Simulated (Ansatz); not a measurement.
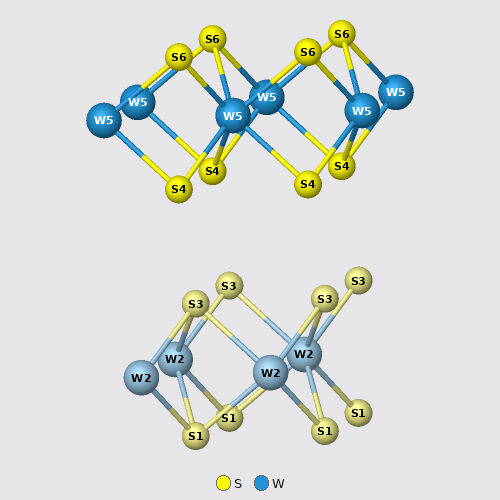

The system is a bilayer of two WS₂ sheets (1H type), the upper one turned by 180 degrees about the normal (6 atoms in the cell); the picture shows the reference structure; the lower layer is drawn fainter. 
- The upper layer of a bilayer is slid along a line and lifted, both layers rigid.
- The first coordinate is: slide of the upper layer along the first surface vector, from S4 above S3; the second: distance between the facing planes of atoms.
- The scan uses a 6 × 6 grid; 24 points were computed and 12 follow by symmetry.
- Points are written as (first, second).
- Energies: meV/Å², counted from the two layers apart.
- Method: DFT PBE+D3(BJ), scalar-relativistic, plane waves, PAW (Ansatz). Settings: cutoff 420 eV, k-mesh 9×9×1, gaussian smearing 0.05 eV, no spin polarisation.

Its coordinates:

```
CELL_PARAMETERS angstrom
3.15955 0.00000 0.00000
-1.57977 2.73625 0.00000
0.00000 0.00000 23.80426
ATOMIC_POSITIONS crystal
S 0.33333 0.66667 0.18904
W 0.66667 0.33333 0.25525
S 0.33333 0.66667 0.32146
S 0.83333 0.66667 0.44497
W 0.50000 0.00000 0.51118
S 0.83333 0.66667 0.57739
```

Range: slide of the upper layer along the first surface vector from 0.00 to 2.63 Å; distance between the facing planes of atoms from 2.94 to 4.74 Å.

**Predict the map.**

The lowest grid point is at (1.58 Å, 2.94 Å), −29.9 meV/Å² from the two layers apart. The bottom of the well lies between grid points, at about (1.58 Å, 3.06 Å), about 0.39 meV/Å² lower on the interpolated surface. It is the only kind of minimum in the scanned range. The highest grid point, (0.00 Å, 2.94 Å), lies 21.7 meV/Å² above the lowest. On the interpolated surface the easiest way out of the lowest well to its copy in the next cell or period passes a barrier of about 7.1 meV/Å², counted from the interpolated bottom of the well.

```
second ↓, first →   0.00   0.53   1.05   1.58   2.11   2.63
             4.74  −12.6  −12.6  −12.6  −12.6  −12.6  −12.6
             4.14  −18.2  −18.3  −18.4  −18.5  −18.4  −18.3
             3.74  −22.1  −22.5  −23.2  −23.6  −23.2  −22.5
             3.46  −23.2  −24.2  −26.3  −27.3  −26.3  −24.2
             3.21  −20.5  −22.9  −27.5  −29.8  −27.5  −22.9
             2.94   −8.2  −14.0  −24.8  −29.9  −24.8  −14.0
```

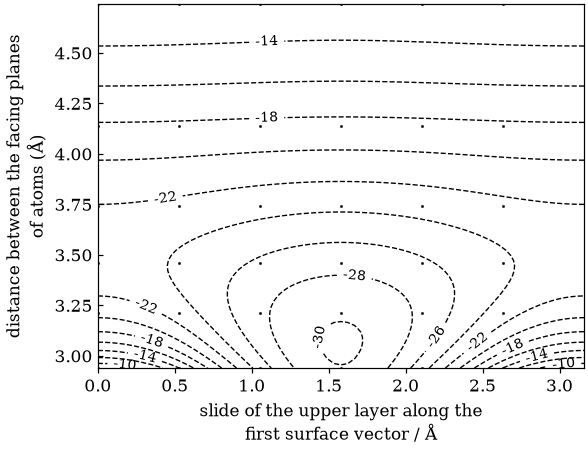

The picture shows contour lines labelled in meV/Å², dots at the grid points. Between grid points the surface is interpolated.

Each point was launched as `ansatz run input.yaml --threads 1 --pin off --max-ram 3072MiB --backend cpu --events-out ev --progress --plain --runs-dir out`. Time for the 24 points that were run: 11 min on 1 thread of Arm Neoverse V1 (shared host).

PAW datasets: the set soft_1.
